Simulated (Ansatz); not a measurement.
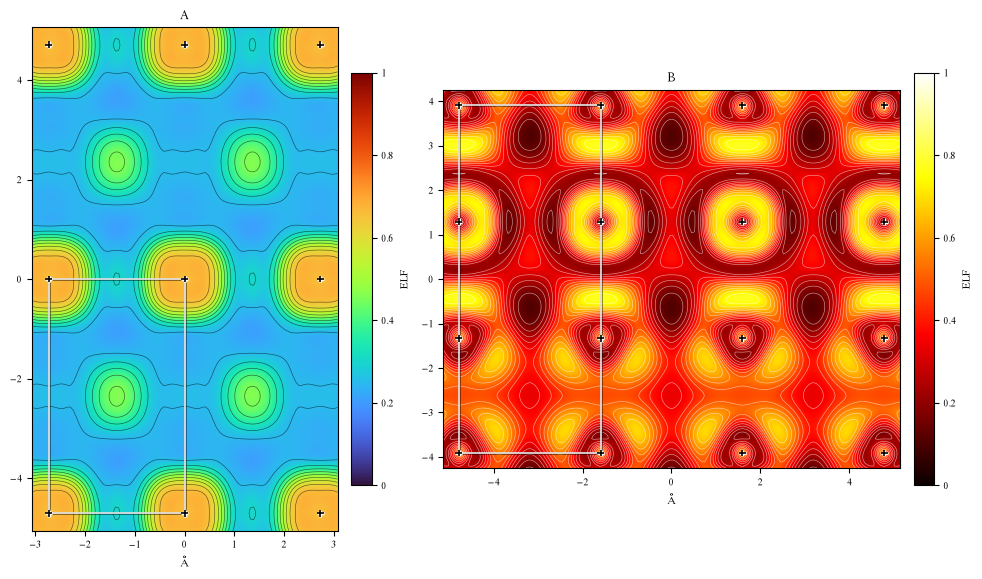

The ELF of 2 systems, each on a plane through atoms (crosses mark nuclei in the plane).

All numbers below come from DFT PBEsol, scalar-relativistic, plane waves, PAW in Ansatz 0.2.0.

System 1: Si$_{2}$Mo, the (100) plane of the conventional cell. Space group I4/mmm; computed without spin polarisation.

```
CELL_PARAMETERS angstrom
3.19007 0.00000 0.00000
0.00000 3.19007 0.00000
0.00000 0.00000 7.82138
ATOMIC_POSITIONS crystal
Si 0.00000 0.00000 0.33506
Si 0.50000 0.50000 0.83506
Si 0.00000 0.00000 0.66494
Si 0.50000 0.50000 0.16494
Mo 0.00000 0.00000 0.00000
Mo 0.50000 0.50000 0.50000
```

System 2: Pt, the (010) plane of the conventional cell. Space group P6₃/mmc; a structure from a database of computed crystals, not necessarily the ambient phase.

```cif
data_structure
_symmetry_space_group_name_H-M 'P 1'
_symmetry_Int_Tables_number 1
_cell_length_a 2.7252
_cell_length_b 2.7252
_cell_length_c 4.7068
_cell_angle_alpha 90.000
_cell_angle_beta 90.000
_cell_angle_gamma 120.000
_cell_volume 30.27
loop_
_atom_site_label
_atom_site_type_symbol
_atom_site_fract_x
_atom_site_fract_y
_atom_site_fract_z
_atom_site_occupancy
Pt1 Pt 0.66667 0.33333 0.75000 1
Pt2 Pt 0.33333 0.66667 0.25000 1
```

Match each panel to its system.

Panel A is system 2, Pt: the plane holds Pt. Pt–Pt (2.73 Å): the ELF is about 0.30 at the midpoint; no localised pair shows between them. Panel B is system 1, Si$_{2}$Mo: the plane holds Si and Mo. Si–Mo (2.62 Å): the ELF peaks at about 0.80 in the valence shell of Si, 0.9 Å from its nucleus, and is about 0.40 at the midpoint.
